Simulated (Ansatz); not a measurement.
## CaO (Lime): optical spectrum from first principles

Aim: the dielectric function of CaO (Lime), and the optical constants that follow from it.

Method: DFT, PBE, plane-wave PAW, default files, scalar-relativistic, independent-particle optical response without local fields, in Ansatz 0.2.0.

## (1) Set-up

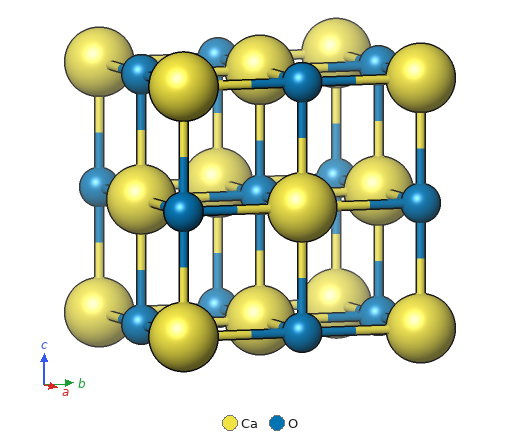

The starting structure, seen slightly off an axis (calcium yellow, oxygen blue). This picture shows the conventional cell, with its axes. Some periodic images of atoms are drawn too.

## (2) Ground state and bands

The self-consistent density comes first; it also tells whether there is a gap, which decides the occupations and the need for a Drude term.

This step: DFT, PBE, plane-wave PAW, default files, scalar-relativistic, ground state (Ansatz 0.2.0).

Contents of input.yaml:

```yaml
crystal:
  lattice:
    - [0.0, 2.4065, 2.4065]
    - [2.4065, 0.0, 2.4065]
    - [2.4065, 2.4065, 0.0]
  atoms:
    - { symbol: Ca, position: [0.0, 0.0, 0.0] }
    - { symbol: O, position: [0.5, 0.5, 0.5] }
kpoints:
  mp_grid: { grid: [8, 8, 8] }
  band_path:
    path:
      - [[0.0, 0.0, 0.0], [0.5, 0.0, 0.5], [0.5, 0.25, 0.75], [0.375, 0.375, 0.75], [0.0, 0.0, 0.0], [0.5, 0.5, 0.5], [0.625, 0.25, 0.625], [0.5, 0.25, 0.75], [0.5, 0.5, 0.5], [0.375, 0.375, 0.75]]
      - [[0.625, 0.25, 0.625], [0.5, 0.0, 0.5]]
    npoints: 6
scf:
  occupations: { method: fermi_dirac, width: 0.05 }
  n_extra_bands: 6
hamiltonian:
  xc: pbe
  pseudopotentials: { kind: paw }
output:
  forces: true
  stress: true
  populations: true
  write_bands: true
  write_density: true
  write_potential: true
  elf: true
  volumetric_format: npy
```

On the command line:

```sh
> ansatz run input.yaml --threads 4 --pin off --max-ram 8192MiB --backend cpu --events-out ev --progress --plain --runs-dir out
```

Numbers of over 12 decimals in the logs are rounded to 6 here.

The log of the run:

```text
scf.n_extra_bands = 6 over 8 filled bands (N_el = 16.0): the run solves 14 bands
Engine: ansatz 0.2.0, x86_64-unknown-linux-gnu
Pseudopotentials: kind: paw
Pseudopotential: Ca, paw, valence charge 10, recommended cutoff 420 eV (normal), Ca.paw.azcp
Pseudopotential: O, paw, valence charge 6, recommended cutoff 420 eV (normal), O.paw.azcp
Functional definition: PBE
  parameter kappa = 0.804
  parameter beta = 0.066725
  exchange = pbe_x(kappa = kappa, mu = beta*pi^2/3)
  correlation = pbe_c(beta = beta)
Crystal: 2 atoms, lattice volume = 27.873 Å³
Basis set: ecut = 420 eV, 537 PW (Γ), exchange–correlation on 48×48×48 points (8 copies of the dense FFT grid, shifted against one another)
Bands: 14, of which v1, the nominal top of the filled ones, is band 8 counted from 1 (7 counted from 0)
Symmetry: 48 space group operations
Space group: Fm-3m (ITA 225), of the structure as read, at distance tolerance 3.0e-5 Å
k-points: 29 of 512
Non-local potential: Ca, projectors of the file, l = 0: 3, l = 1: 2, l = 2: 2
Non-local potential: O, projectors of the file, l = 0: 2, l = 1: 2, l = 2: 1
PAW form: soft (Blöchl's): semilocal exchange-correlation on the pseudo side does not see the compensation charge
PAW one-centre angular grid: Ca, 110 points (default); XC on 64 Gauss nodes
PAW one-centre angular grid: O, 110 points (default); XC on 64 Gauss nodes
Initial density: superposition of atomic densities (neutral atoms: chi_scale 0, normalization atom), corrected by the library's trained network
Initial wavefunctions: pseudopotential atomic-orbital guess
Functional: x = pbe(κ = 0.804, μ = 0.219515), c = pbe(β = 0.066725)
SCF iter   1: F=—  HF=-2387.721593 eV  |F-HF|=—  |Δ(HF+E_count)|=         —  Δρ=9.69e-4  dr2=2.10e-4  ethr=1.77e-3  ⟨swp⟩=7.8  Hψ=2814  notcnv=0  defer=5
preconditioner: auto → none  [insulator: Δε(μ)=3.654 eV  Ē_g=19.046 eV  σ=0.050 eV  W_gap=1.00  n_scr=8 (ndim 8)  ℏωp=26.3 eV  f_vac=0.000  D(μ)=0.00/eV (n_scr^D=0)  ε∞_Penn≈2.9]
SCF iter   2: F=—  HF=-2387.721725 eV  |F-HF|=—  |Δ(HF+E_count)|=   1.32e-4  Δρ=8.24e-4  dr2=1.93e-4  ethr=1.32e-6  ⟨swp⟩=2.1  Hψ=845  notcnv=0  defer=10
SCF iter   3: F=—  HF=-2387.721707 eV  |F-HF|=—  |Δ(HF+E_count)|=   1.83e-5  Δρ=4.81e-4  dr2=6.60e-5  ethr=1.20e-6  ⟨swp⟩=1.0  Hψ=364  notcnv=0  defer=10
SCF iter   4: F=—  HF=-2387.721708 eV  |F-HF|=—  |Δ(HF+E_count)|=   1.15e-6  Δρ=3.01e-4  dr2=1.89e-5  ethr=4.13e-7  ⟨swp⟩=1.0  Hψ=365  notcnv=0  defer=10
SCF iter   5: F=—  HF=-2387.721715 eV  |F-HF|=—  |Δ(HF+E_count)|=   6.80e-6  Δρ=2.15e-4  dr2=3.06e-6  ethr=1.18e-7  ⟨swp⟩=2.0  Hψ=451  notcnv=0  defer=10
SCF iter   6: F=—  HF=-2387.721796 eV  |F-HF|=—  |Δ(HF+E_count)|=   8.08e-5  Δρ=7.31e-4  dr2=1.56e-4  ethr=1.91e-8  ⟨swp⟩=2.6  Hψ=643  notcnv=0  defer=10  recentre
SCF iter   7: F=—  HF=-2387.721772 eV  |F-HF|=—  |Δ(HF+E_count)|=   2.39e-5  Δρ=3.94e-4  dr2=4.67e-5  ethr=1.91e-8  ⟨swp⟩=3.0  Hψ=595  notcnv=0  defer=10
SCF iter   8: F=—  HF=-2387.721765 eV  |F-HF|=—  |Δ(HF+E_count)|=   7.21e-6  Δρ=2.29e-4  dr2=1.59e-5  ethr=1.91e-8  ⟨swp⟩=2.0  Hψ=474  notcnv=0  defer=10
SCF iter   9: F=—  HF=-2387.721762 eV  |F-HF|=—  |Δ(HF+E_count)|=   2.55e-6  Δρ=1.29e-4  dr2=5.10e-6  ethr=1.91e-8  ⟨swp⟩=2.0  Hψ=448  notcnv=0  defer=10
SCF iter  10: F=-2387.721761 eV  HF=-2387.721761 eV  |F-HF|=2.79e-10  |Δ(HF+E_count)|=   1.21e-6  Δρ=1.16e-6  dr2=3.41e-10  ethr=6.25e-10  ⟨swp⟩=8.9  Hψ=2514  notcnv=0
SCF 1 converged in 10 iterations: F = -2387.721761 eV  dr2 = 3.41e-10
  greatest PAW one-centre occupation: 0.995 electrons in one spin orbital (limit 2), on the Ca atom at site 0 (counted from 0), in its partial waves of l = 0
NSCF: frozen V_eff on 62 k-points
SCF converged after 10 iterations
Free energy (F): -2387.721761 eV
Harris-Foulkes:  -2387.721761 eV  (|F-HF|=2.79e-10)
Internal energy: -2387.721761 eV  (E = F + TS)
E sigma→0 (E₀):  -2387.721761 eV
Fermi energy:    9.486721 eV
--- Per-component energies (eV) ---
  E_band       = -101.741010
  E_kinetic    = 456.074716
  E_local      = -893.739893  (includes V_loc(G=0)·N_el)
  E_nonlocal   = 111.485564
  E_hartree    = 296.406909
  E_xc         = -213.277656
  E_vxc        = -268.332579  (∫ρ·V_xc dr)
  E_paw        = -1016.293934  (= ΣΔE_a)
  E_vpaw       = -100.044676  (= ΣTr[D̂ρ^β])
  E_aug_tail   = 0.002430  (compensation charges beyond the density's cutoff)
  E_ewald      = -1128.379897
  E_smearing   = -0.000000  (= −TS)
  E_closure    = 0.000000  (closes the sum)
  Σ components = -2387.721761   (vs F -2387.721761, Δ=0.00e0)
--- Forces (eV/Å), atoms counted from 1 ---
  atom   1  Ca    -0.00000000     0.00000000    -0.00000000
  atom   2  O      0.00000000    -0.00000000    -0.00000000
  max |Σ_I F_I| component: 2.14e-29 eV/Å
--- Stress (GPa, compression-positive) ---
        1.199388      -0.000000       0.000000
       -0.000000       1.199388      -0.000000
        0.000000       0.000000       1.199388
  P = ⅓ Tr σ = 1.1994 GPa (11.994 kbar)
--- Band table (eV; the first three rows and the last of 29) ---
  k-point 0: bands = [... 4 lower, -7.8595, 7.6489, 7.6489, 7.6489, 12.3462, 13.8763, 13.8763, 13.8763, ... 2 higher]
  k-point 1: bands = [... 4 lower, -7.6446, 7.1188, 7.4422, 7.4422, 13.0277, 13.8350, 14.1376, 14.1376, ... 2 higher]
  k-point 2: bands = [... 4 lower, -7.2061, 6.1278, 6.9986, 6.9986, 13.8988, 14.4838, 14.8233, 14.8233, ... 2 higher]
  k-point 28: bands = [... 4 lower, -7.2473, 6.3783, 6.5944, 6.5944, 13.9581, 13.9581, 16.0110, 17.1625, ... 2 higher]
--- Löwdin populations: 2 sites ---
  site symbol       q [e]
     0     Ca      8.3542
     1      O      7.3316
  spilling = 0.019636 (of n_electrons = 16.000000)
```

Elapsed: 1.8 s, on 4 threads of Intel Xeon Platinum 8488C (Sapphire Rapids), shared host; peak memory 0.34 GiB; 3.1 s of CPU time.

Numbers from this step:

- free energy: -2387.7218 eV
- Fermi energy: 9.487 eV
- gap by band count: 3.656 eV
- electrons: 16
- symmetry operations: 48
- pressure: 1.199 GPa
- gap on the k-mesh: 3.656 eV
- volume: 27.87 Å³
- gap on the path: 3.656 eV
- least direct gap on the path: 4.030 eV

There is a gap, 3.66 eV on the path, so no carriers' term is needed. The cell is left with a pressure of 1.2 GPa, as it stands unrelaxed at this level.

Electronic bands along the path, in eV, zero at the Fermi level; v1 is the highest filled band, c1 the lowest empty one:

```tsv
point	v3	v2	v1	c1	c2	c3	c4
Γ	-1.84	-1.84	-1.84	2.86	4.39	4.39	4.39
X	-3.14	-2.21	-2.21	1.82	6.18	7.04	7.67
W	-3.11	-2.89	-2.89	4.47	4.47	6.52	7.68
K	-3.17	-3.04	-2.61	3.30	6.14	6.70	7.19
Γ	-1.84	-1.84	-1.84	2.86	4.39	4.39	4.39
L	-4.45	-3.02	-3.02	5.20	6.50	6.50	6.64
U	-3.17	-3.04	-2.61	3.30	6.14	6.70	7.19
W	-3.11	-2.89	-2.89	4.47	4.47	6.52	7.68
L	-4.45	-3.02	-3.02	5.20	6.50	6.50	6.64
K	-3.17	-3.04	-2.61	3.30	6.14	6.70	7.19
jump to U	-3.17	-3.04	-2.61	3.30	6.14	6.70	7.19
X	-3.14	-2.21	-2.21	1.82	6.18	7.04	7.67
```

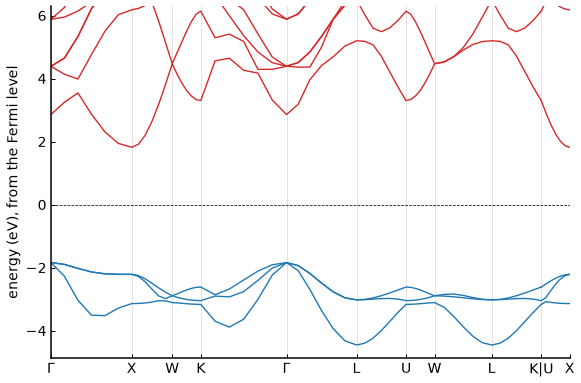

Electronic bands along the path; lines of filled and empty bands in two colours.

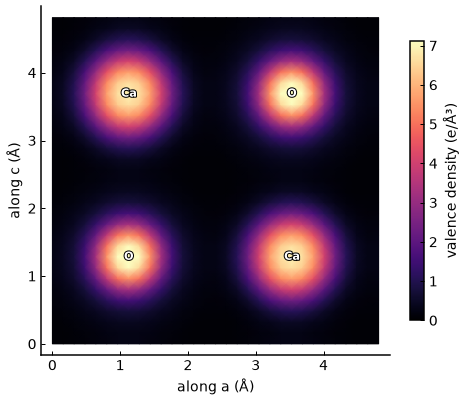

Valence density in the ac plane of the conventional cell at fractional y = 0.000, with atoms of Ca and O within 0.2 Å of it. It is the smooth field of the valence electrons, not physical close to the nuclei. The map starts off the cell's origin, so that atoms lie inside it.

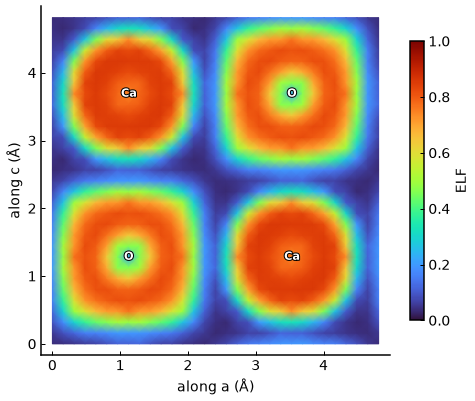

ELF in the ac plane of the conventional cell at fractional y = 0.000, with atoms of Ca and O within 0.2 Å of it. It is the smooth field of the valence electrons, not physical close to the nuclei. The map starts off the cell's origin, so that atoms lie inside it.

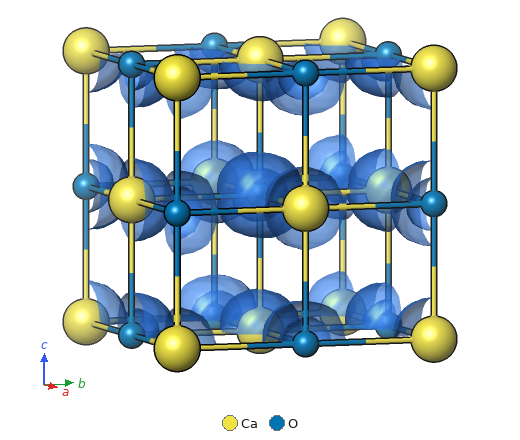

Surface of ELF = 0.78.

## (3) Spectrum

The spectrum is a sum over vertical transitions between filled and empty bands at the fixed density, so many empty bands are needed.

This step: DFT, PBE, plane-wave PAW, default files, scalar-relativistic, independent-particle optical response without local fields (Ansatz 0.2.0).

input.yaml, the sections that differ from step 2:

```yaml
kpoints:
  mp_grid: { grid: [8, 8, 8] }
scf:
  occupations: { method: fixed }
output:
  optics:
    e_range: [0, 22]
    de: 0.05
    sigma: 0.15
    nscf_kmesh: { grid: [12, 12, 12] }
    bands: { spectra_wanted_up_to: 22 }
# crystal, hamiltonian: as in step 2
```

The log of the run:

```text
[...]
Crystal: 2 atoms, lattice volume = 27.873 Å³
Basis set: ecut = 420 eV, 537 PW (Γ)
Bands: 12, of which v1, the nominal top of the filled ones, is band 8 counted from 1 (7 counted from 0)
Symmetry: 48 space group operations
[...]
k-points: 29 of 512
[...]
SCF iter   1: F=—  HF=-2387.721865 eV  |F-HF|=—  |Δ(HF+E_count)|=         —  Δρ=1.16e-3  dr2=3.16e-4  ethr=1.77e-3  ⟨swp⟩=4.7  Hψ=2023  notcnv=0  defer=6
[...]
SCF iter  10: F=-2387.721763 eV  HF=-2387.721763 eV  |F-HF|=0.00e0  |Δ(HF+E_count)|=  1.95e-10  Δρ=2.56e-8  dr2=1.43e-13  ethr=1.00e-12  ⟨swp⟩=2.2  Hψ=1085  notcnv=0
SCF 1 converged in 10 iterations: F = -2387.721763 eV  dr2 = 1.43e-13
[...]
NSCF: frozen V_eff on 72 k-points
[...]
output.optics: what the bands over the 26 summed would add to eps1, eps2 and the energy-loss function is held between a lower and an upper bound (6 Lanczos steps). eps1, eps2 and their loss function (loss_summed_bands) are given on every row as the summed bands alone make them. Along an axis, on a row where the two bounds hold the loss function to about 1 % of the greater of itself and 0.5 % of |1/eps|, its cell (loss_completed) is given, with the completed eps1 and eps2 that it is formed of (a cell that is left empty reads nan in the table and null in the record). The two bounds hold it so along every axis on all 441 rows up to 22.000 eV. [rest of the remark cut]
SCF converged after 10 iterations
Free energy (F): -2387.721763 eV
[...]
Internal energy: -2387.721763 eV  (E = F + TS)
E sigma→0 (E₀):  -2387.721763 eV
Fermi energy:    7.648918 eV
[...]
--- Band table (eV; the first three rows and the last of 29) ---
  k-point 0: bands = [... 4 lower, -7.8595, 7.6489, 7.6489, 7.6489, 12.3462, 13.8763, 13.8763, 13.8763]
  k-point 1: bands = [... 4 lower, -7.6446, 7.1188, 7.4422, 7.4422, 13.0277, 13.8350, 14.1376, 14.1376]
  k-point 2: bands = [... 4 lower, -7.2060, 6.1279, 6.9986, 6.9986, 13.8988, 14.4838, 14.8233, 14.8233]
  k-point 28: bands = [... 4 lower, -7.2473, 6.3783, 6.5945, 6.5945, 13.9582, 13.9582, 16.0109, 17.1625]
```

Elapsed: 4 s, on 4 threads; peak memory 0.63 GiB.

Numbers from this step:

| Item | Value |
| --- | --- |
| electronic dielectric constant ε∞, mean over x, y and z (by symmetry where fewer were run) | 3.919 |
| absorption onset, first axis (α over 10⁴ cm⁻¹, or the direct gap if that lies higher) | 4.030 eV |
| main peak of Im epsilon, first axis | 9.514 eV |
| centre of weight of the strongest loss peak in the window | 12.06 eV |
| least direct gap on the mesh | 4.030 eV |
| bands summed | 26 |
| spectra valid up to | 27.49 eV |
| program's estimate of the k-sum error in Im epsilon | 0.13 % |
| electrons in the f-sum | 10.61 |

The Im ε, any direction has structure finer than the step of the table below, so its rows give means over 2 eV, whole bins alone (the curve runs from 0 to 22 eV). Peaks (eV: height): 8.4: 6.01, 9.5: 7.28, 14.9: 1.99.

Table of Im ε, any direction by photon energy; means over each step:

```tsv
photon energy (eV)	Im ε, any direction
2	0
4	0.726
6	3.03
8	4.53
10	4.44
12	0.545
14	0.624
16	1.26
18	0.963
20	0.593
```

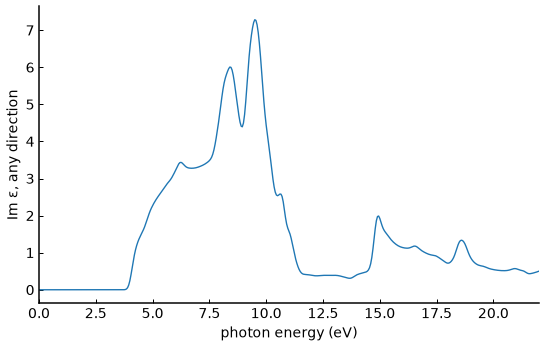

Im ε, any direction against photon energy.

Re ε, any direction against photon energy:

```tsv
photon energy (eV)	Re ε, any direction
0	3.92
2	4.13
4	5.83
6	4.84
8	4.54
10	-2.27
12	-0.0374
14	1.40
16	1.00
18	1.14
20	1.09
22	1.75
```

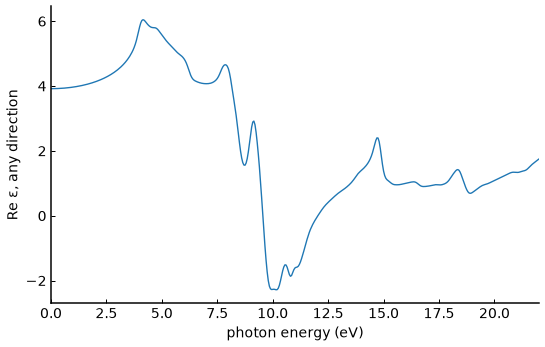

Re ε, any direction against photon energy.

Refractive index n and extinction k against photon energy:

```tsv
photon energy (eV)	n	k
0	1.98	0
1	1.99	0
2	2.03	0
3	2.12	0
4	2.42	0.0506
5	2.41	0.471
6	2.31	0.695
7	2.16	0.766
8	2.37	1.05
9	1.95	1.15
10	1.17	1.91
11	0.570	1.39
12	0.422	0.464
13	0.876	0.222
14	1.20	0.170
15	1.37	0.704
16	1.12	0.508
17	1.06	0.470
18	1.12	0.321
19	0.959	0.452
20	1.07	0.254
21	1.18	0.240
22	1.33	0.187
```

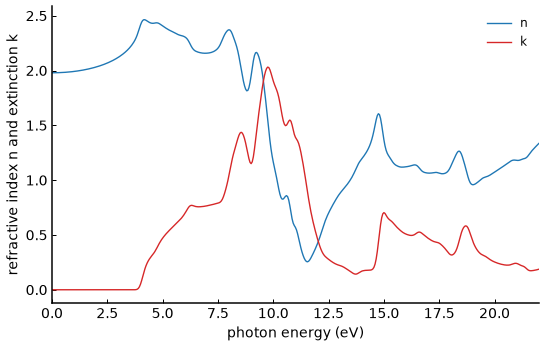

Refractive index n and extinction k against photon energy.

The reflectivity at normal incidence, any direction has structure finer than the step of the table below, so its rows give means over 1 eV, whole bins alone (the curve runs from 0 to 22 eV). Peaks (eV: height): 11.4: 59.5, 14.9: 10.4.

The reflectivity at normal incidence, any direction by photon energy; means over each step:

```tsv
photon energy (eV)	reflectivity at normal incidence, any direction (%)
1	11.0
2	11.6
3	13.0
4	16.7
5	18.5
6	18.9
7	18.4
8	23.6
9	26.8
10	42.6
11	49.7
12	27.6
13	2.23
14	1.49
15	8.14
16	6.04
17	5.11
18	3.58
19	5.01
20	1.73
21	1.74
```

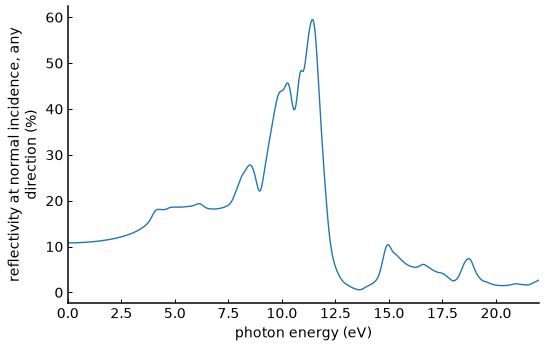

Reflectivity at normal incidence, any direction against photon energy.

Values under 1 per cm are given as 1. Absorption coefficient, any direction against photon energy:

```tsv
photon energy (eV)	absorption coefficient, any direction (1/cm)
0.00	1
2.00	1
4.00	20498
6.00	4.2e5
8.00	8.5e5
10.00	1.9e6
12.00	5.6e5
14.00	2.4e5
16.00	8.2e5
18.00	5.9e5
20.00	5.1e5
22.00	4.2e5
```

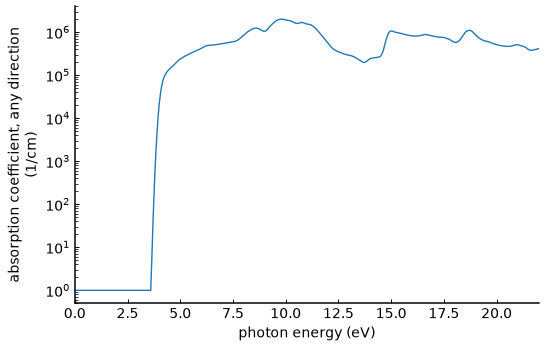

Absorption coefficient, any direction, plotted against photon energy.

At chosen wavelengths:

```tsv
wavelength (nm)	n	k	R (%)	1/α
1550	1.99	0.000	10.9	over 1 mm
800	2.01	0.000	11.3	over 1 mm
532	2.05	0.000	11.9	over 1 mm
450	2.09	0.000	12.5	over 1 mm
365	2.18	0.000	13.8	over 1 mm
308	2.43	0.067	17.4	366 nm
193	2.19	0.764	18.6	20 nm
```

Rows near the edge hang on the gap, which this functional as a rule makes too small, and phonon-assisted absorption is left out.

A film 1 µm thick would pass 79 % of daylight and look colourless in transmission (x = 0.314, y = 0.331).

The f-sum over the summed bands holds 10.6 of the cell's 16 electrons outside the frozen cores, 10 of which lie in bands more than 12 eV below the Fermi level, whose transitions come at higher energies. Up to 22 eV the strength has a mean oscillator energy of 9.4 eV, and these transitions give 85 % of ε∞ − 1 along x; the rest comes from higher ones.

(Continued in part 2 of 2.)

[Logs are printed without paths, hosts, clocks, repeated set-up lines and the standing remarks that a program may print on its own settings, such as how far it seeks lower states.]

[Hosts, paths, dates, database ids (printed as entryN), source tags and the programs' standing remarks are cut or masked in the printed files.]
